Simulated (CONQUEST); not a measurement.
**Geometry relaxation of CdSe (part 1 of 2)**

- system: CdSe (Immm, 4 atoms in the cell)
- method: Kohn-Sham DFT of a periodic cell, PBEsol, PseudoDojo NC PBEsol, spin-polarised (CONQUEST 1.3)

The structure derives from a Materials Project entry.

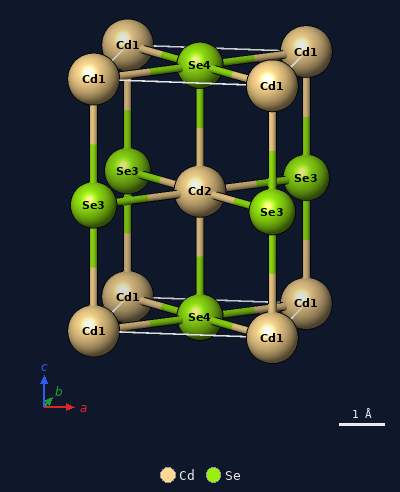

*The input geometry (ball-and-stick view of the cell of the calculation, seen slightly off an axis; atoms are numbered from 1 in the order of the input).*

Near neighbours in the crystal (not all of them lie inside the picture): Cd has 6 Se at 2.87 to 2.88 Å; Se has 6 Cd at 2.87 to 2.88 Å.

Input:
```
IO.Title CdSe
IO.Coordinates coords.dat
IO.FractionalAtomicCoords T
IO.Iprint 2
IO.Iprint_init 1
General.NumberOfSpecies 3
General.PseudopotentialType hamann
AtomMove.TypeOfRun cg
Grid.GridCutoff 80
DM.SolutionMethod diagon
Diag.MPMesh T
Diag.GammaCentred T
Diag.MPMeshX 3
Diag.MPMeshY 3
Diag.MPMeshZ 2
Diag.kT 0.00367493
minE.SCTolerance 1e-6
SC.MaxIters 100
IO.AtomChargeOutput T
Spin.SpinPolarised T
Spin.FixSpin F
SC.LinearMixingFactor 0.3
SC.MaxPulay 8
SC.WaveDependentMetric T
AtomMove.NumSteps 25
AtomMove.WriteExtXYZ T
AtomMove.OutputFreq 1
AtomMove.WriteXSF F
AtomMove.MaxForceTol 5e-4
AtomMove.OptCell T
AtomMove.OptCellMethod 3
AtomMove.StressTolerance 0.2
AtomMove.CGLineMin safe
%block ChemicalSpeciesLabel
1 112.410 Cd_1
2 112.410 Cd_2
3 78.960 Se
%endblock
%block Cd_1
Atom.SpinNeUp 10.0700
Atom.SpinNeDn 9.9300
%endblock
%block Cd_2
Atom.SpinNeUp 10.0950
Atom.SpinNeDn 9.9050
%endblock
%block Se
Atom.SpinNeUp 8.0000
Atom.SpinNeDn 8.0000
%endblock
```

Hardware: 1 thread of Intel Xeon @ 2.90GHz (Ice Lake), 16 GiB of memory available, shared host.

Launch command:
```bash
Conquest
```

The program's output:
```
Simulation cell dimensions:     7.7144 a0 x     7.6308 a0 x    10.8850 a0

      Atomic coordinates (a0)
         Atom         X         Y         Z  Species
            1    0.0000    0.0000    0.0000        1
            2    3.8572    3.8154    5.4425        2
            3    0.0000    0.0000    5.4425        3
            4    3.8572    3.8154    0.0000        3

         Monkhorst-Pack mesh:   3 x   3 x   2 gamma-centred
        This calculation includes non-local pseudopotentials,
         with a maximum core radius of      6.68472097

    Job title: CdSe
    Job to be run: Combined CG atomic and cell relaxation

    Ground state search:
      Support functions represented with PAO basis
      1:1 PAO to SF mapping
      Spin-polarised electrons; population difference free
      Solving for the K matrix using diagonalisation
      Using Fermi-Dirac smearing

    Integration grid size:     32 x   32 x   48

    Integration grid spacing:  0.241 a0 x 0.238 a0 x 0.227 a0

    Number of species:  3
    --------------------------------------------------------
    |   #  mass (au)  Charge (e)  SF Rad (a0)  NSF  Label  |
    --------------------------------------------------------
    |   1    112.410      20.000        6.991   10  Cd_1   |
    |   2    112.410      20.000        6.991   10  Cd_2   |
    |   3     78.960      16.000        6.750    9  Se     |
    --------------------------------------------------------
          SCF tolerance:                 0.00000100
          SCF iterations:               100

    LibXC version:  6. 2. 2
    Using the GGA functional Perdew, Burke & Ernzerhof SOL
    Using the GGA functional Perdew, Burke & Ernzerhof SOL

           radial cut-off to be used is taken to be max PAO cut-off radius for this species:    6.684721

           greatest ang. mom. for making density from PAOs:  2

           radial cut-off to be used is taken to be max PAO cut-off radius for this species:    6.684721

           greatest ang. mom. for making density from PAOs:  2

           radial cut-off to be used is taken to be max PAO cut-off radius for this species:    6.366323

           greatest ang. mom. for making density from PAOs:  2
    Minimum blocs/proc is      768. Maximum blocs/proc is      768
    set_atom_dens: In set_atomic_density, electrons (spin=1):      36.165000000000
    set_atom_dens: In set_atomic_density, electrons (spin=2):      35.835000000000
 matrix_size & matrix_size_padH =           38          38

    Screened ion int: energy:    -475.487033556401 Ha

    full_cg_run: starting relaxation with safemin line minimisation
    full_cg_run: tolerance:   0.0005Ha/a0 maximum steps:   25
      PulayMixSC: Starting Pulay mixing, A_up =  0.300 A_dn =  0.300
      PulayMixSC: Spin populations are to be relaxed.
      PulayMixSC: with wave dependent metric, q1 =  0.100
          Harris-Foulkes Energy            :      -592.575055828494328 Ha
          Free Energy (E-TS)               :      -592.575495404018625 Ha
      PulayMixSC: Pulay iteration     1 residual:              0.19938E-02
          Harris-Foulkes Energy            :      -592.502681368184881 Ha
          Free Energy (E-TS)               :      -592.504814239321718 Ha
      PulayMixSC: Pulay iteration     2 residual:              0.10658E-02
          Harris-Foulkes Energy            :      -592.475548190323821 Ha
          Free Energy (E-TS)               :      -592.477676453616596 Ha
      PulayMixSC: Pulay iteration     3 residual:              0.18043E-03
          Harris-Foulkes Energy            :      -592.475677625357093 Ha
          Free Energy (E-TS)               :      -592.477804870074806 Ha
      PulayMixSC: Pulay iteration     4 residual:              0.10166E-03
          Harris-Foulkes Energy            :      -592.475329165340895 Ha
          Free Energy (E-TS)               :      -592.477474575560564 Ha
      PulayMixSC: Pulay iteration     5 residual:              0.40744E-05
          Harris-Foulkes Energy            :      -592.475329591289096 Ha
          Free Energy (E-TS)               :      -592.477474571826519 Ha
      PulayMixSC: Pulay iteration     6 residual:              0.24282E-05
          Harris-Foulkes Energy            :      -592.475331225632772 Ha
          Free Energy (E-TS)               :      -592.477474608220405 Ha
      PulayMixSC: Pulay iteration     7 residual:              0.36777E-06
      PulayMixSC: Reached SCF tolerance of  0.36777E-06 after      7 iterations
      | Number of electrons (u/d)=        36.000173       35.999848
      | GS Energy as E-(1/2)TS   =      -592.476402916926531 Ha
      | Free Energy as E-TS      =      -592.477474608220405 Ha
      |* Harris-Foulkes energy   =      -592.475331225632772 Ha
      |* DFT total energy        =      -592.475331222613363 Ha

      force: Forces on atoms (Ha/a0)
      force:  Atom   X              Y              Z
      force:     1  -0.0000000000  -0.0000000000  -0.0000000000
      force:     2   0.0000000000   0.0000000000  -0.0000000000
      force:     3  -0.0000000000  -0.0000000000   0.0000000000
      force:     4   0.0000000000   0.0000000000   0.0000000000

      force: Maximum force :        0.00000000(Ha/a0) on atom         1 in z direction
      force: Force Residual:        0.00000000 Ha/a0
      force: Total stress:         -5.57787035    -5.36113831    -0.04769665 GPa
      force: Average pressure:      3.66223510 GPa

      get_E_and_F: Change in energy during last step of electronic optimisation: -0.16343E-05

    GeomOpt - Iter:    0 MaxF:   0.00000000 Ha/a0 H:    -592.47533123 Ha MaxS:   5.57787035 GPa

WARNING:  Maximum force below threshold; consider only optimising cell

      safemin_full: seeking bracketing triplet of points

      PulayMixSC: Starting Pulay mixing, A_up =  0.300 A_dn =  0.300
      PulayMixSC: Spin populations are to be relaxed.
      PulayMixSC: with wave dependent metric, q1 =  0.100
          Harris-Foulkes Energy            :      -592.479122152308150 Ha
          Free Energy (E-TS)               :      -592.481475916700902 Ha
      PulayMixSC: Pulay iteration     1 residual:              0.11025E-03
          Harris-Foulkes Energy            :      -592.478960014894369 Ha
          Free Energy (E-TS)               :      -592.481305647342538 Ha
      PulayMixSC: Pulay iteration     2 residual:              0.67593E-04
          Harris-Foulkes Energy            :      -592.478886188528918 Ha
          Free Energy (E-TS)               :      -592.481218198114561 Ha
      PulayMixSC: Pulay iteration     3 residual:              0.88864E-05
          Harris-Foulkes Energy            :      -592.478888595600324 Ha
          Free Energy (E-TS)               :      -592.481217222068722 Ha
[... 46 further cycles ...]
      PulayMixSC: Pulay iteration     1 residual:              0.31347E-05
          Harris-Foulkes Energy            :      -592.480333539189701 Ha
          Free Energy (E-TS)               :      -592.482791264494040 Ha
      PulayMixSC: Pulay iteration     2 residual:              0.20412E-05
          Harris-Foulkes Energy            :      -592.480333560457893 Ha
          Free Energy (E-TS)               :      -592.482791165354911 Ha
      PulayMixSC: Pulay iteration     3 residual:              0.22200E-06
      PulayMixSC: Reached SCF tolerance of  0.22200E-06 after      3 iterations
      | Number of electrons (u/d)=        36.000026       36.000026
      | GS Energy as E-(1/2)TS   =      -592.481562362906402 Ha
      | Free Energy as E-TS      =      -592.482791165354911 Ha
      |* Harris-Foulkes energy   =      -592.480333560457893 Ha
      |* DFT total energy        =      -592.480333559419591 Ha
      get_E_and_F: Change in energy during last step of electronic optimisation: -0.21268E-07

      safemin_full: Interpolating minimum

      PulayMixSC: Starting Pulay mixing, A_up =  0.300 A_dn =  0.300
      PulayMixSC: Spin populations are to be relaxed.
      PulayMixSC: with wave dependent metric, q1 =  0.100
          Harris-Foulkes Energy            :      -592.480347666460943 Ha
          Free Energy (E-TS)               :      -592.482804580822290 Ha
      PulayMixSC: Pulay iteration     1 residual:              0.35249E-05
          Harris-Foulkes Energy            :      -592.480347468410400 Ha
          Free Energy (E-TS)               :      -592.482804466796438 Ha
      PulayMixSC: Pulay iteration     2 residual:              0.22933E-05
          Harris-Foulkes Energy            :      -592.480347223149465 Ha
          Free Energy (E-TS)               :      -592.482804370843382 Ha
      PulayMixSC: Pulay iteration     3 residual:              0.25031E-06
      PulayMixSC: Reached SCF tolerance of  0.25031E-06 after      3 iterations
      | Number of electrons (u/d)=        36.000026       36.000026
      | GS Energy as E-(1/2)TS   =      -592.481575796996481 Ha
      | Free Energy as E-TS      =      -592.482804370843382 Ha
      |* Harris-Foulkes energy   =      -592.480347223149465 Ha
      |* DFT total energy        =      -592.480347221839793 Ha

      force: Forces on atoms (Ha/a0)
      force:  Atom   X              Y              Z
      force:     1  -0.0000762818  -0.0000024535  -0.0006066072
      force:     2  -0.0000024882   0.0000000441  -0.0006064182
      force:     3  -0.0000026354   0.0000000122   0.0002985842
      force:     4  -0.0000025207  -0.0000000139   0.0002985395

      force: Maximum force :        0.00060661(Ha/a0) on atom         1 in z direction
      force: Force Residual:        0.00047954 Ha/a0
      force: Total stress:          0.07082536    -0.08391773    -0.03575790 GPa
      force: Average pressure:      0.01628343 GPa

      get_E_and_F: Change in energy during last step of electronic optimisation:  0.24526E-06

      safemin_full: exit after    3 iterations with enthalpy     -592.4803472231 Ha

      Simulation cell dimensions:     8.0792 a0 x     7.9828 a0 x    10.6424 a0

      Atomic coordinates (a0)
         Atom         X         Y         Z  Species
            1    8.0791    7.9828    0.0055        1
            2    4.0395    3.9914    5.3267        2
            3   -0.0000   -0.0000    5.3212        3
            4    4.0396    3.9914    0.0000        3

    GeomOpt - Iter:    3 MaxF:   0.00060661 Ha/a0 H:    -592.48034722 Ha MaxS:   0.08391773 GPa/
    Force Residual:              0.00047954 Ha/a0
    Maximum force:               0.00060661 Ha/a0
    Force tolerance:             0.00050000 Ha/a0
    Maximum stress:              0.08391773 GPa
    Stress tolerance:            0.20000000 GPa
    Change in stress:            0.00264569 GPa
    Enthalpy change:            -0.00000880 Ha
    Enthalpy tolerance:          0.00001000 Ha

      safemin_full: seeking bracketing triplet of points

      PulayMixSC: Starting Pulay mixing, A_up =  0.300 A_dn =  0.300
      PulayMixSC: Spin populations are to be relaxed.
      PulayMixSC: with wave dependent metric, q1 =  0.100
          Harris-Foulkes Energy            :      -592.480348108124076 Ha
          Free Energy (E-TS)               :      -592.482805359901704 Ha
      PulayMixSC: Pulay iteration     1 residual:              0.37274E-06
      PulayMixSC: reached SCF residual of  0.37274E-06 after      1 iterations
      | Number of electrons (u/d)=        36.000000       36.000000
      | GS Energy as E-(1/2)TS   =      -592.481576734012833 Ha
      | Free Energy as E-TS      =      -592.482805359901704 Ha
      |* Harris-Foulkes energy   =      -592.480348108124076 Ha
      |* DFT total energy        =      -592.480348104983136 Ha
      get_E_and_F: Change in energy during last step of electronic optimisation: -0.59248E+03

WARNING: Electronic structure dE is similar to atom movement dE; increase tolerance   -592.480348108124     -0.000000884975
```
